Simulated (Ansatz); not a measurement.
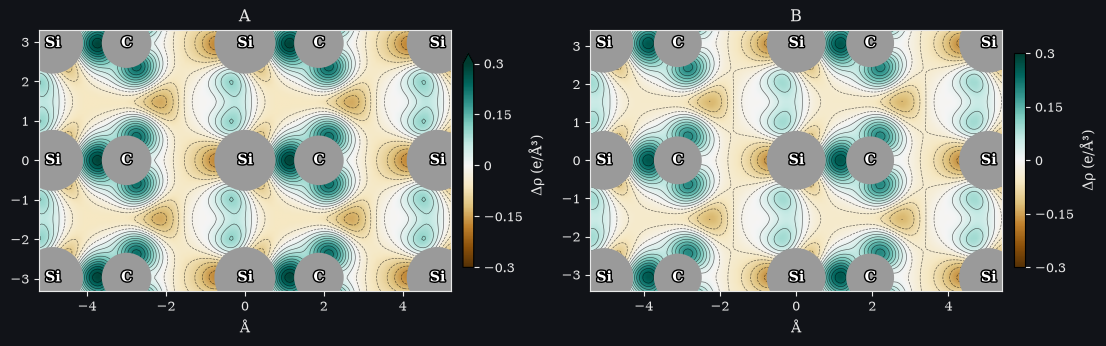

SiC: deformation density on the (11̄0) plane of the conventional cell at two volumes, with the same fractional coordinates and one colour scale. Grey discs cover the cores. Panel A has 90 % of the volume of panel B.

Space group P6_3mc; not relaxed (largest force 0.8 eV/Å).

Level of theory: Ansatz, DFT PBE, scalar-relativistic, plane waves, PAW.

### What changes between the database cell and the scaled one?

The pressure is 4 GPa in B and 33 GPa in A.
- Bader charges in B: Si +2.78 and C −2.78 e; in A: Si +2.90 and C −2.90 e.
- The rearranged charge is 0.33 e an atom in B and 0.34 e in A.
- The scaled cell isn't relaxed: forces reach 0.9 eV/Å.

Run times: 30 s (base cell) and 36 s (scaled cell), on 2 threads of AMD EPYC 7R43 64-Core Processor (Zen 3), with other jobs on the host.
